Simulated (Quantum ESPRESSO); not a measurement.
## Geometry relaxation, with input and output: Al (part 1 of 2)

Al (P6₃/mmc, 2 atoms in the cell), computed with Kohn-Sham DFT of a periodic cell, PBEsol, GBRV 1.5 PBEsol, no spin polarisation (Quantum ESPRESSO 7.5).

The structure derives from a Materials Project entry.

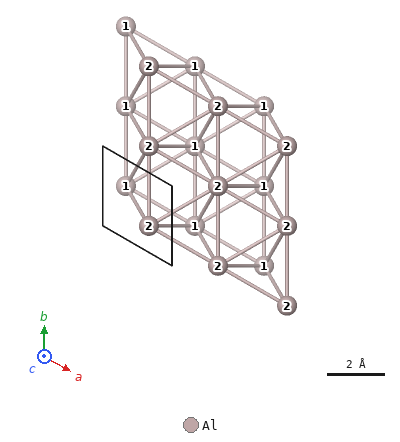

Fig. 1: The structure as given in the input (ball-and-stick view of the cell of the calculation, repeated 3 × 3 × 1, along the c axis; atoms are numbered from 1 in the order of the input). An atom can appear more than once, as a periodic image.

## Input file
```
&CONTROL
  calculation = 'relax'
  prefix = 'pwscf'
  outdir = './tmp'
  pseudo_dir = './pseudo'
  tprnfor = .true.
  tstress = .true.
  disk_io = 'low'
  nstep = 40
  forc_conv_thr = 0.0004
  etot_conv_thr = 1d-05
/
&SYSTEM
  ibrav = 0
  A = 2.81245535
  nat = 2
  ntyp = 1
  ecutwfc = 45
  ecutrho = 360
  nbnd = 8
  occupations = 'smearing'
  smearing = 'fd'
  degauss = 0.00367493
/
&ELECTRONS
  conv_thr = 4d-10
  electron_maxstep = 120
  mixing_beta = 0.5
/
&IONS
  ion_dynamics = 'bfgs'
/
ATOMIC_SPECIES
Al    26.9815 al_pbesol_v1.uspp.F.UPF
CELL_PARAMETERS alat
   1.0000000005    0.0000000000    0.0000000000
  -0.5000000002    0.8660254042    0.0000000000
   0.0000000000    0.0000000000    1.6612445065
ATOMIC_POSITIONS alat
Al     0.0000000000    0.5773502695    0.4153111266
Al     0.5000000003    0.2886751347    1.2459333799
K_POINTS automatic
11 11 6 0 0 0
```

Run on 2 threads of Arm Neoverse V2, 24 GiB of memory available, shared host.

Run as:
```bash
OMP_NUM_THREADS=1 mpirun -n 2 pw.x -nk 2 -in pw.in > pw.out
```

## Log
```
This program is part of the open-source Quantum ESPRESSO suite
     for quantum simulation of materials; please cite
         "P. Giannozzi et al., J. Phys.:Condens. Matter 21 395502 (2009);
         "P. Giannozzi et al., J. Phys.:Condens. Matter 29 465901 (2017);
         "P. Giannozzi et al., J. Chem. Phys. 152 154105 (2020);
          URL
     in publications or presentations arising from this work. More details at

     Message from routine setup:
     using ibrav=0 with symmetry is DISCOURAGED, use correct ibrav instead

     K-points division:     npool     =       2
     Subspace diagonalization in iterative solution of the eigenvalue problem:
     a serial algorithm will be used

     G-vector sticks info
     --------------------
     sticks:   dense  smooth     PW     G-vecs:    dense   smooth      PW
     Sum         703     349    109                24887     8809    1581

     Using Slab Decomposition

     bravais-lattice index     =            0
     lattice parameter (alat)  =       5.3148  a.u.
     unit-cell volume          =     215.9821 (a.u.)^3
     number of atoms/cell      =            2
     number of atomic types    =            1
     number of electrons       =         6.00
     number of Kohn-Sham states=            8
     kinetic-energy cutoff     =      45.0000  Ry
     charge density cutoff     =     360.0000  Ry
     scf convergence threshold =      4.0E-10
     mixing beta               =       0.5000
     number of iterations used =            8  plain     mixing
     energy convergence thresh.=      1.0E-05
     force convergence thresh. =      4.0E-04
     Exchange-correlation= SLA  PW   PSX  PSC
                           (   1   4  10   8   0   0   0)
     nstep                     =           40

     celldm(1)=   5.314770  celldm(2)=   0.000000  celldm(3)=   0.000000
     celldm(4)=   0.000000  celldm(5)=   0.000000  celldm(6)=   0.000000

     crystal axes: (cart. coord. in units of alat)
               a(1) = (   1.000000   0.000000   0.000000 )
               a(2) = (  -0.500000   0.866025   0.000000 )
               a(3) = (   0.000000   0.000000   1.661245 )

     reciprocal axes: (cart. coord. in units 2 pi/alat)
               b(1) = (  1.000000  0.577350 -0.000000 )
               b(2) = (  0.000000  1.154701  0.000000 )
               b(3) = (  0.000000 -0.000000  0.601958 )

     PseudoPot. # 1 for Al read from file:
     al_pbesol_v1.uspp.F.UPF
     Pseudo is Ultrasoft + core correction, Zval =  3.0
     Generated by new atomic code, or converted to UPF format
     Using radial grid of  893 points,  3 beta functions with:
                l(1) =   0
                l(2) =   1
                l(3) =   2
     Q(r) pseudized with  8 coefficients,  rinner =    0.900   0.900   0.900
                                                       0.900   0.900

     atomic species   valence    mass     pseudopotential
     Al                3.00    26.98150     Al( 1.00)

     24 Sym. Ops., with inversion, found (12 have fractional translation)

   Cartesian axes

     site n.     atom                  positions (alat units)
         1        Al     tau(   1) = (   0.0000000   0.5773503   0.4153111  )
         2        Al     tau(   2) = (   0.5000000   0.2886751   1.2459334  )

     number of k points=    64  Fermi-Dirac smearing, width (Ry)=  0.0037
                       cart. coord. in units 2pi/alat
        k(    1) = (   0.0000000   0.0000000   0.0000000), wk =   0.0027548
        k(    2) = (   0.0000000   0.0000000   0.1003264), wk =   0.0055096
        k(    3) = (   0.0000000   0.0000000   0.2006528), wk =   0.0055096
        k(    4) = (   0.0000000   0.0000000  -0.3009792), wk =   0.0027548
        k(    5) = (   0.0000000   0.1049728   0.0000000), wk =   0.0165289
        k(    6) = (   0.0000000   0.1049728   0.1003264), wk =   0.0330579
        k(    7) = (   0.0000000   0.1049728   0.2006528), wk =   0.0330579
        k(    8) = (   0.0000000   0.1049728  -0.3009792), wk =   0.0165289
        k(    9) = (   0.0000000   0.2099456   0.0000000), wk =   0.0165289
        k(   10) = (   0.0000000   0.2099456   0.1003264), wk =   0.0330579
        k(   11) = (   0.0000000   0.2099456   0.2006528), wk =   0.0330579
        k(   12) = (   0.0000000   0.2099456  -0.3009792), wk =   0.0165289
        k(   13) = (   0.0000000   0.3149183   0.0000000), wk =   0.0165289
        k(   14) = (   0.0000000   0.3149183   0.1003264), wk =   0.0330579
        k(   15) = (   0.0000000   0.3149183   0.2006528), wk =   0.0330579
        k(   16) = (   0.0000000   0.3149183  -0.3009792), wk =   0.0165289
        k(   17) = (   0.0000000   0.4198911   0.0000000), wk =   0.0165289
        k(   18) = (   0.0000000   0.4198911   0.1003264), wk =   0.0330579
        k(   19) = (   0.0000000   0.4198911   0.2006528), wk =   0.0330579
        k(   20) = (   0.0000000   0.4198911  -0.3009792), wk =   0.0165289
        k(   21) = (   0.0000000   0.5248639   0.0000000), wk =   0.0165289
        k(   22) = (   0.0000000   0.5248639   0.1003264), wk =   0.0330579
        k(   23) = (   0.0000000   0.5248639   0.2006528), wk =   0.0330579
        k(   24) = (   0.0000000   0.5248639  -0.3009792), wk =   0.0165289
        k(   25) = (   0.0909091   0.1574592   0.0000000), wk =   0.0165289
        k(   26) = (   0.0909091   0.1574592   0.1003264), wk =   0.0330579
        k(   27) = (   0.0909091   0.1574592   0.2006528), wk =   0.0330579
        k(   28) = (   0.0909091   0.1574592  -0.3009792), wk =   0.0165289
        k(   29) = (   0.0909091   0.2624319   0.0000000), wk =   0.0330579
        k(   30) = (   0.0909091   0.2624319   0.1003264), wk =   0.0661157
        k(   31) = (   0.0909091   0.2624319   0.2006528), wk =   0.0661157
        k(   32) = (   0.0909091   0.2624319  -0.3009792), wk =   0.0330579
        k(   33) = (   0.0909091   0.3674047   0.0000000), wk =   0.0330579
        k(   34) = (   0.0909091   0.3674047   0.1003264), wk =   0.0661157
        k(   35) = (   0.0909091   0.3674047   0.2006528), wk =   0.0661157
        k(   36) = (   0.0909091   0.3674047  -0.3009792), wk =   0.0330579
        k(   37) = (   0.0909091   0.4723775   0.0000000), wk =   0.0330579
        k(   38) = (   0.0909091   0.4723775   0.1003264), wk =   0.0661157
        k(   39) = (   0.0909091   0.4723775   0.2006528), wk =   0.0661157
        k(   40) = (   0.0909091   0.4723775  -0.3009792), wk =   0.0330579
        k(   41) = (   0.0909091   0.5773503   0.0000000), wk =   0.0165289
        k(   42) = (   0.0909091   0.5773503   0.1003264), wk =   0.0330579
        k(   43) = (   0.0909091   0.5773503   0.2006528), wk =   0.0330579
        k(   44) = (   0.0909091   0.5773503  -0.3009792), wk =   0.0165289
        k(   45) = (   0.1818182   0.3149183   0.0000000), wk =   0.0165289
        k(   46) = (   0.1818182   0.3149183   0.1003264), wk =   0.0330579
        k(   47) = (   0.1818182   0.3149183   0.2006528), wk =   0.0330579
        k(   48) = (   0.1818182   0.3149183  -0.3009792), wk =   0.0165289
        k(   49) = (   0.1818182   0.4198911   0.0000000), wk =   0.0330579
        k(   50) = (   0.1818182   0.4198911   0.1003264), wk =   0.0661157
        k(   51) = (   0.1818182   0.4198911   0.2006528), wk =   0.0661157
        k(   52) = (   0.1818182   0.4198911  -0.3009792), wk =   0.0330579
        k(   53) = (   0.1818182   0.5248639   0.0000000), wk =   0.0330579
        k(   54) = (   0.1818182   0.5248639   0.1003264), wk =   0.0661157
        k(   55) = (   0.1818182   0.5248639   0.2006528), wk =   0.0661157
        k(   56) = (   0.1818182   0.5248639  -0.3009792), wk =   0.0330579
        k(   57) = (   0.2727273   0.4723775   0.0000000), wk =   0.0165289
        k(   58) = (   0.2727273   0.4723775   0.1003264), wk =   0.0330579
        k(   59) = (   0.2727273   0.4723775   0.2006528), wk =   0.0330579
        k(   60) = (   0.2727273   0.4723775  -0.3009792), wk =   0.0165289
        k(   61) = (   0.2727273   0.5773503   0.0000000), wk =   0.0165289
        k(   62) = (   0.2727273   0.5773503   0.1003264), wk =   0.0330579
        k(   63) = (   0.2727273   0.5773503   0.2006528), wk =   0.0330579
        k(   64) = (   0.2727273   0.5773503  -0.3009792), wk =   0.0165289

     Dense  grid:    24887 G-vectors     FFT dimensions: (  36,  36,  54)

     Smooth grid:     8809 G-vectors     FFT dimensions: (  24,  24,  40)

     Initial potential from superposition of free atoms

     starting charge       5.9953, renormalised to       6.0000
     Starting wfcs are    8 randomized atomic wfcs

     Self-consistent Calculation

     iteration #  1     ecut=    45.00 Ry     beta= 0.50
     Davidson diagonalization with overlap
     ethr =  1.00E-02,  avg # of iterations =  4.6

     Threshold (ethr) on eigenvalues was too large:
     Diagonalizing with lowered threshold

     Davidson diagonalization with overlap
     ethr =  1.92E-04,  avg # of iterations =  3.0

     total energy              =     -13.32625178 Ry
     estimated scf accuracy    <       0.01167783 Ry

     iteration #  2     ecut=    45.00 Ry     beta= 0.50
     Davidson diagonalization with overlap
     ethr =  1.95E-04,  avg # of iterations =  1.0

     total energy              =     -13.32539235 Ry
     estimated scf accuracy    <       0.00239816 Ry

     iteration #  3     ecut=    45.00 Ry     beta= 0.50
     Davidson diagonalization with overlap
     ethr =  4.00E-05,  avg # of iterations =  1.2

     total energy              =     -13.32549887 Ry
     estimated scf accuracy    <       0.00000392 Ry

     iteration #  4     ecut=    45.00 Ry     beta= 0.50
     Davidson diagonalization with overlap
     ethr =  6.53E-08,  avg # of iterations =  3.6

     total energy              =     -13.32550309 Ry
     estimated scf accuracy    <       0.00000011 Ry

     iteration #  5     ecut=    45.00 Ry     beta= 0.50
     Davidson diagonalization with overlap
     ethr =  1.89E-09,  avg # of iterations =  2.0

     total energy              =     -13.32550310 Ry
     estimated scf accuracy    <       0.00000004 Ry

     iteration #  6     ecut=    45.00 Ry     beta= 0.50
     Davidson diagonalization with overlap
     ethr =  5.86E-10,  avg # of iterations =  1.0

     total energy              =     -13.32550310 Ry
     estimated scf accuracy    <          9.8E-10 Ry

     iteration #  7     ecut=    45.00 Ry     beta= 0.50
     Davidson diagonalization with overlap
     ethr =  1.64E-11,  avg # of iterations =  1.2

     End of self-consistent calculation

          k = 0.0000 0.0000 0.0000 (  1099 PWs)   bands (ev):

    -3.2162   3.3285   3.5329  19.1764  19.1764  19.5036  19.5036  20.1902

          k = 0.0000 0.0000 0.1003 (  1111 PWs)   bands (ev):

    -3.0279   1.4266   5.7656  17.8161  19.3197  19.3197  19.6614  19.6614

          k = 0.0000 0.0000 0.2007 (  1117 PWs)   bands (ev):

    -2.4642  -0.2290   8.4103  14.5243  19.7434  19.7434  20.1120  20.1120

          k = 0.0000 0.0000-0.3010 (  1074 PWs)   bands (ev):

    -1.5291  -1.5291  11.3449  11.3449  20.3530  20.3530  20.3530  20.3530

          k = 0.0000 0.1050 0.0000 (  1104 PWs)   bands (ev):

    -3.0101   3.5220   3.7324  16.2148  17.5899  18.8489  21.0149  21.4240

          k = 0.0000 0.1050 0.1003 (  1106 PWs)   bands (ev):

    -2.8220   1.6263   5.9576  16.3240  17.7462  17.9681  19.3650  20.5856

          k = 0.0000 0.1050 0.2007 (  1104 PWs)   bands (ev):

    -2.2591  -0.0269   8.5951  14.6433  16.9671  18.2145  18.6761  20.0678

          k = 0.0000 0.1050-0.3010 (  1114 PWs)   bands (ev):

    -1.3252  -1.3252  11.5160  11.5160  17.7004  17.7004  18.9920  18.9920
```
